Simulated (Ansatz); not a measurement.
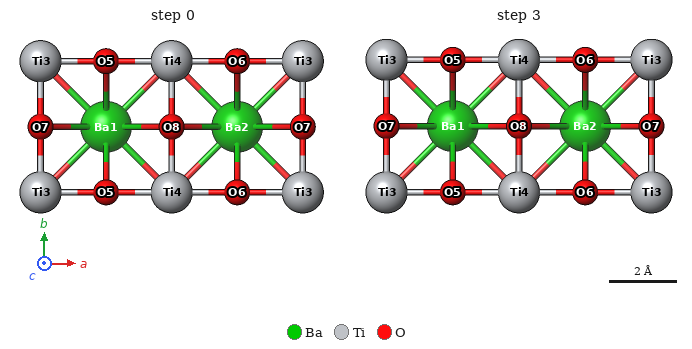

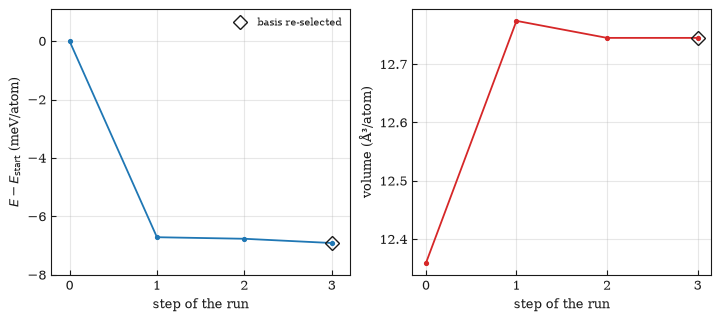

First and last geometry of a relaxation of crystalline BaTiO₃ (set up in Pm-3m), with the history of the run. A ball-and-stick model of the cell of the calculation, seen along the c axis.

The start is a measured structure.

These are results of DFT, PAW plane waves, r2SCAN (Ansatz), not measurements.

The input:
```yaml
crystal:
  lattice:
    - [7.9069839, 0.0, 0.0]
    - [0.0, 3.95349195, 0.0]
    - [0.0, 0.0, 3.95349195]
  atoms:
    - { symbol: Ba, position: [0.25, 0.5, 0.5] }
    - { symbol: Ba, position: [0.75, 0.5, 0.5] }
    - { symbol: Ti, position: [0.0, 0.0, 0.0] }
    - { symbol: Ti, position: [0.5, 0.0, 0.0] }
    - { symbol: O, position: [0.25, 0.0, 0.0] }
    - { symbol: O, position: [0.75, 0.0, 0.0] }
    - { symbol: O, position: [0.0, 0.5, 0.0] }
    - { symbol: O, position: [0.5, 0.5, 0.0] }
    - { symbol: O, position: [0.0, 0.0, 0.5] }
    - { symbol: O, position: [0.5, 0.0, 0.5] }
  symmetry: { tolerance: 0.0003 }
kpoints:
  mp_grid: { grid: [4, 6, 6], shift: [0, 0, 0] }
magnetization:
  spin_polarized: false
scf:
  occupations: { method: methfessel_paxton, width: 0.0141 }
  lower_state_search: "off"
hamiltonian:
  pseudopotentials: { kind: paw }
  xc: r2scan
basis:
  ecutwfc: 500
  fft_grid_basis: typed
relax:
  max_steps: 40
  cell: { p_target: 0.0 }
  f_tol: 0.03
output:
  forces: true
  stress: true
  eigenvalues: true
  bader: true
  populations: true
  elf: true
  write_potential: true
  volumetric_format: npy
  dos:
    e_range: [-12, 8]
    de: 0.05
    projected: { site_lists: { Ba: [Ba], O: [O], Ti: [Ti] } }
checkpoint:
  read: saved_state
```

Launched with:
```bash
ansatz run input.yaml --threads 2 --pin off --max-ram 2560MiB --backend cpu --events-out ev --progress --plain --runs-dir out
```

### Read the history and describe the run.

It converged. Over 2 accepted moves (3 points after the start) the energy falls by 6.9 meV per atom. All forces vanish by symmetry, so only the cell relaxes. The pressure goes from 5.93 to −0.03 GPa. The SCF was repeated once at an unchanged geometry on a basis and grid sized afresh for the cell, which shifted the energy by 0.1 meV per atom at most. No atom moves by more than 0.005 Å relative to the cell. The volume changes by +3.1 %, with a 7.907 → 7.988 Å (+1.0 %), b = c 3.953 → 3.994 Å (+1.0 %). Some distances before and after: Ba1–Ti3 3.424 → 3.459 Å, Ba1–O10 2.796 → 2.824 Å, Ti3–O5 1.977 → 1.997 Å. The space group stays Pm-3m (No. 221).
